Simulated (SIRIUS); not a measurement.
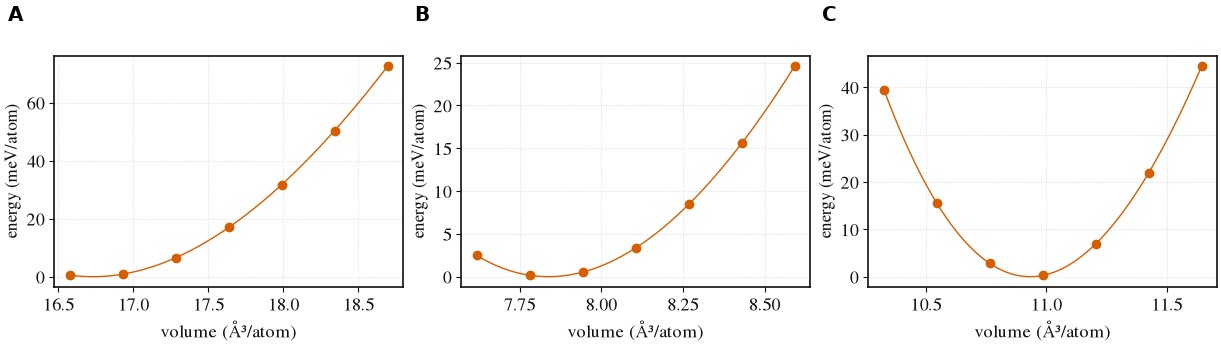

Each panel shows the energy against volume for one of these solids: Be, P6_3/mmc (No. 194); TaC, Fm-3m (No. 225); Ti, P6_3/mmc (No. 194).

Calculation (SIRIUS 7.12.0): all-electron LAPW DFT, no spin polarisation; energies at scaled volumes of the given cell, shape and fractions fixed, counted from the fit's minimum, third-order Birch-Murnaghan fit. Level: PBEsol.

**Which panel belongs to which solid?**

A is Ti (energy from 0.52 meV/atom to 72.51 meV/atom, V0 16.73 Å³/atom, B0 121 GPa); B is Be (energy from 0.17 meV/atom to 24.56 meV/atom, V0 7.838 Å³/atom, B0 124 GPa); C is TaC (energy from 0.26 meV/atom to 44.40 meV/atom, V0 10.93 Å³/atom, B0 341 GPa).

For Be, limits of the calculation: shape and atomic fractions are frozen while scaling, which makes layered, chain and framework solids too stiff.

For Ti, limits of the calculation: shape and atomic fractions are frozen while scaling, which makes layered, chain and framework solids too stiff.
